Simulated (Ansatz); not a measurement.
**Run report: TiO2, band-structure calculation (part 2 of 2)**

TiO2 (6 atoms in the cell); DFT, PBE0, plane waves, PAW, no spin polarisation (Ansatz 0.2.0); cutoff 420 eV, 6×6×6 k-mesh, fixed occupations. The structure derives from a Materials Project entry. The geometry comes from this level: r2SCAN.

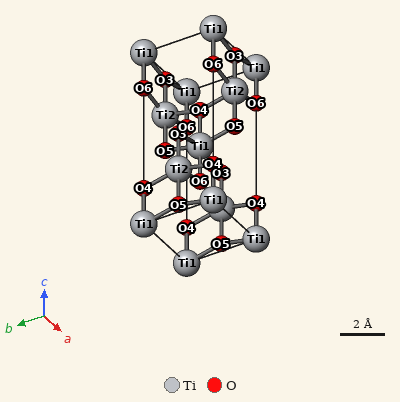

Fig. 1: The input geometry (ball-and-stick view of the cell 2 times as large as that of the calculation, set on its symmetry axes, seen at an oblique angle; atoms are numbered from 1 in the order of the input). An atom can appear more than once, as a periodic image.

## Output, continued
```
  k-point 0: bands = ["-54.7911", "-54.7295", "-29.6188", "-29.3704", "-29.3704", "-29.2981", "-29.2981", "-29.1897", "-13.5081", "-12.4006", "-12.2686", "-11.8891", "1.5072", "1.7073", "1.7073", "2.0674", "3.6056", "3.6218", "3.6218", "5.0316", "5.0701", "5.0701", "5.4127", "5.4127", "10.2715", "11.1300", "12.4092", "12.4092", "12.4523"]
  k-point 1: bands = ["-54.7860", "-54.7326", "-29.6152", "-29.4189", "-29.3872", "-29.3257", "-29.2968", "-29.1845", "-13.2292", "-12.2353", "-12.1487", "-11.8091", "1.1651", "1.3827", "1.4598", "2.1473", "3.1185", "3.6735", "3.8220", "4.2973", "4.4138", "4.6221", "5.1629", "5.6354", "11.2385", "11.2879", "11.5165", "12.0525", "12.0704"]
  k-point 2: bands = ["-54.7726", "-54.7418", "-29.6058", "-29.5086", "-29.4173", "-29.3831", "-29.2788", "-29.1979", "-12.5782", "-11.9565", "-11.8763", "-11.6660", "0.6734", "0.9879", "1.2998", "2.3342", "2.4731", "2.5779", "2.6780", "2.9809", "3.6335", "4.8914", "5.2307", "5.7814", "11.3242", "11.5687", "11.8336", "12.1661", "12.7420"]
  k-point 29: bands = ["-54.7604", "-54.7604", "-29.4082", "-29.4082", "-29.3982", "-29.3982", "-29.2699", "-29.2699", "-12.8860", "-12.8860", "-12.1731", "-12.1731", "1.7769", "1.7769", "1.8067", "1.8067", "3.6815", "3.6815", "4.3811", "4.3811", "4.4914", "4.4914", "5.7870", "5.7870", "10.6864", "10.6864", "12.2139", "12.2139", "12.6719"]
```

## File v_z.tsv
```
# z_ang	v_es[eV]	v_tot[eV]
# format = ansatz-planar-average/11
# xc	pbe0
# density_cutoff_ev	1680
# datasets	Ti=:simpson_from_first_knot:soft:fock:shift=0	O=:simpson_from_first_knot:soft:fock:shift=0
# lattice	-1.888895758	1.888895758	4.791738508
# lattice	1.888895758	-1.888895758	4.791738508
# lattice	1.888895758	1.888895758	-4.791738508
# sites	6
# site	22	0.000000000	0.000000000	0.000000000
# site	22	0.000000000	1.888895758	2.395869254
# site	8	0.000000000	1.888895758	4.382385844
# site	8	0.000000000	0.000000000	1.986516590
# site	8	-0.000000000	1.888895758	0.409352664
# site	8	0.000000000	0.000000000	7.596960426
0.000000	2.780513e0	-5.674287e0
0.137151	2.857733e0	-5.588158e0
0.274302	3.085048e0	-5.333582e0
0.411453	3.446821e0	-4.925863e0
0.548604	3.914316e0	-4.395821e0
0.685755	4.445220e0	-3.790792e0
0.822906	4.998176e0	-3.158766e0
0.960057	5.555374e0	-2.524822e0
1.097208	6.110758e0	-1.903437e0
1.234359	6.564378e0	-1.404304e0
1.371509	6.742993e0	-1.209330e0
1.508660	6.564378e0	-1.404304e0
1.645811	6.110758e0	-1.903437e0
1.782962	5.555374e0	-2.524822e0
1.920113	4.998176e0	-3.158766e0
2.057264	4.445220e0	-3.790792e0
2.194415	3.914316e0	-4.395821e0
2.331566	3.446821e0	-4.925863e0
2.468717	3.085048e0	-5.333582e0
2.605868	2.857733e0	-5.588158e0
2.743019	2.780513e0	-5.674287e0
2.880170	2.857733e0	-5.588158e0
3.017321	3.085048e0	-5.333582e0
3.154472	3.446821e0	-4.925863e0
3.291623	3.914316e0	-4.395821e0
3.428774	4.445220e0	-3.790792e0
3.565925	4.998176e0	-3.158766e0
3.703076	5.555374e0	-2.524822e0
3.840227	6.110758e0	-1.903437e0
3.977378	6.564378e0	-1.404304e0
4.114528	6.742993e0	-1.209330e0
4.251679	6.564378e0	-1.404304e0
4.388830	6.110758e0	-1.903437e0
4.525981	5.555374e0	-2.524822e0
4.663132	4.998176e0	-3.158766e0
4.800283	4.445220e0	-3.790792e0
4.937434	3.914316e0	-4.395821e0
5.074585	3.446821e0	-4.925863e0
5.211736	3.085048e0	-5.333582e0
5.348887	2.857733e0	-5.588158e0
```

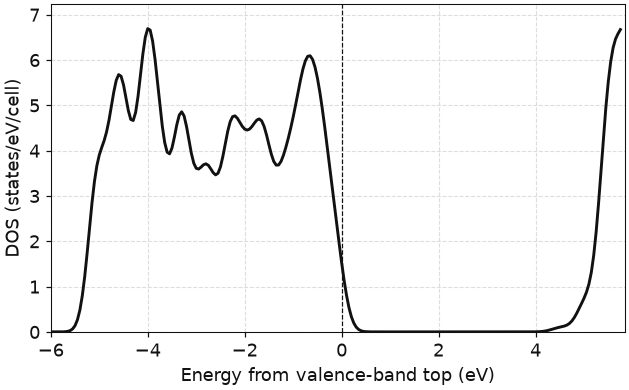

Fig. 2: Density of states (the curve is built from the levels of the k mesh with Gaussians 0.4 eV wide, which also blur the band edges), with energies from the valence-band top. There is a gap of 4.44 eV on the k-point mesh. Small ripples come from the finite k-point mesh.

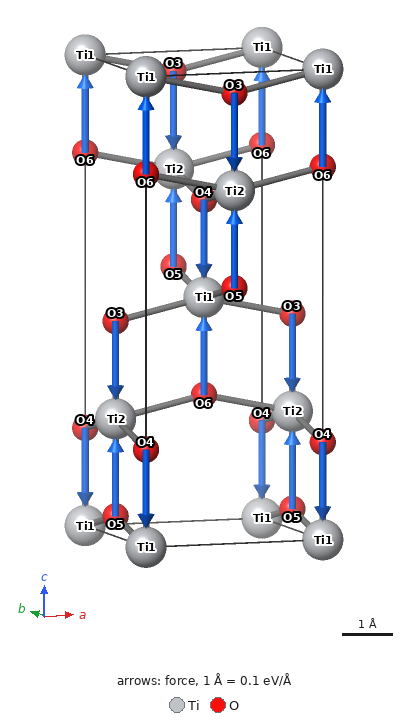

Fig. 3: Forces on the atoms as blue arrows (ball-and-stick view of the cell 2 times as large as that of the calculation, set on its symmetry axes, seen slightly off an axis; atoms are numbered from 1 in the order of the input). The largest act on all 4 O atoms (0.16 eV/Å). The geometry is not a stationary point of this energy.

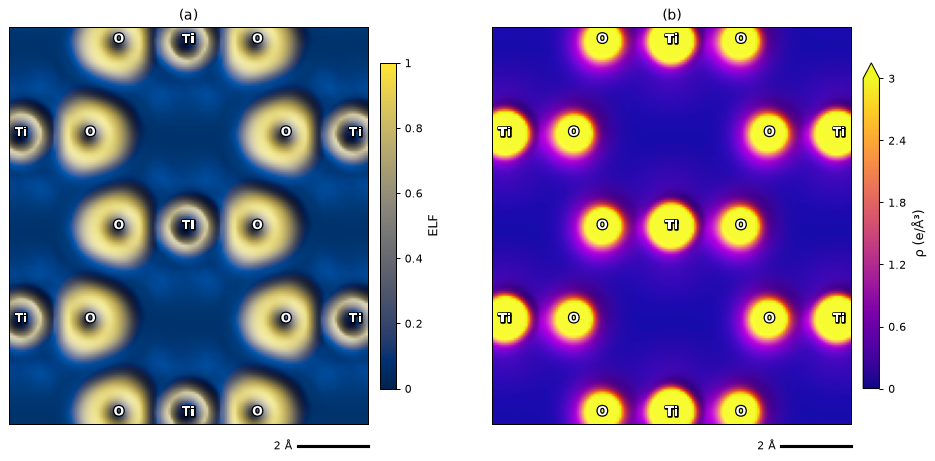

Fig. 4: (a) electron localisation function; (b) valence charge density (pseudo) on the (110) plane of the conventional cell. Ti–O (1.99 Å): ρ is about 0.67 e/Å³ halfway; the ELF is about 0.20 at the midpoint. Away from the nuclei the density in this plane falls to 0.02 e/Å³ at its lowest. The strong features right at Ti lie inside the PAW spheres (semicore, d or f shells) and say nothing about bonding. The fields are those of the smooth PAW valence density.

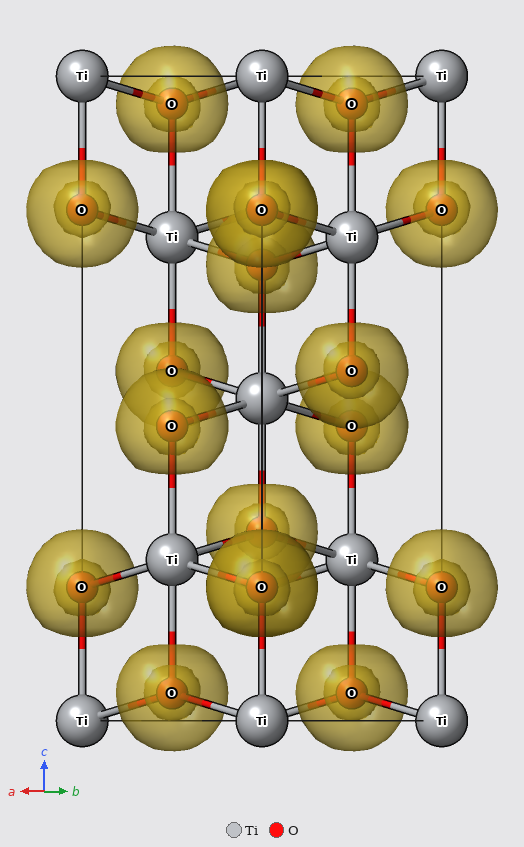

Fig. 5: Isosurface of the ELF at 0.75 (yellow), seen along [110]. Core shells and regions of very low density are left out. Sticks mark near contacts. The outline is the cell set on symmetry axes. Profiles from the grid: Ti–O (1.93 Å): the ELF is about 0.20 at the midpoint. Ti–O (1.99 Å): the ELF is about 0.20 at the midpoint.

This output came from the following input.

## Input file
```yaml
crystal:
  lattice:
    - [-1.8888957585, 1.8888957585, 4.7917385078]
    - [1.8888957585, -1.8888957585, 4.7917385078]
    - [1.8888957585, 1.8888957585, -4.7917385078]
  atoms:
    - { symbol: Ti, position: [0.0, 0.0, 0.0] }
    - { symbol: Ti, position: [0.75, 0.25, 0.5] }
    - { symbol: O, position: [0.9572855798, 0.4572855798, 0.5] }
    - { symbol: O, position: [0.2072855798, 0.2072855798, 0.0] }
    - { symbol: O, position: [0.5427144202, 0.0427144202, 0.5] }
    - { symbol: O, position: [0.7927144202, 0.7927144202, 0.0] }
kpoints:
  mp_grid: { grid: [6, 6, 6] }
  band_path:
    path:
      - [0.0, 0.0, 0.0]
      - [0.0, 0.0, 0.5]
      - [0.25, 0.25, 0.25]
      - [0.0, 0.5, 0.0]
      - [0.5, 0.5, -0.5]
      - [0.288848099, 0.711151901, -0.288848099]
      - [-0.288848099, 0.288848099, 0.288848099]
      - [-0.077696198, 0.077696198, 0.5]
      - [0.5, 0.5, -0.077696198]
      - [0.0, 0.0, 0.4375]
      - [0.3, 0.3, -0.3]
    npoints: 1
hamiltonian:
  xc: pbe0
scf:
  occupations: { method: fixed }
  n_extra_bands: 5
output:
  forces: true
  stress: true
  eigenvalues: true
  write_density: true
  write_potential: true
  elf: true
  volumetric_format: npy
```

Launch command:
```bash
ansatz run input.yaml --threads 4 --pin off --max-ram 6451MiB --backend cpu --events-out ev --progress --plain --runs-dir out
```

## Key numbers

| quantity | value |
| --- | --- |
| outcome | converged |
| space group (tolerance 0.01 Å) | I4₁/amd (141) |
| electrons treated | 48 |
| free energy | −7276.8254 eV |
| Fermi energy | 5.833 eV |
| gap on the k-point mesh | 4.44 eV |
| pressure | −2.71 GPa |
| largest force (length of the vector) | 0.161 eV/Å |
| hardware | 4 threads of Arm Neoverse V1, 24 GiB of memory available, shared host |
| wall time | 2.4 min (CPU time 8.7 min) |
| peak memory | 2.7 GiB |

## Notes

The program warns: the exchange loop's threshold is looser than advised for the stress; the SCF threshold is looser than advised for the printed stress.
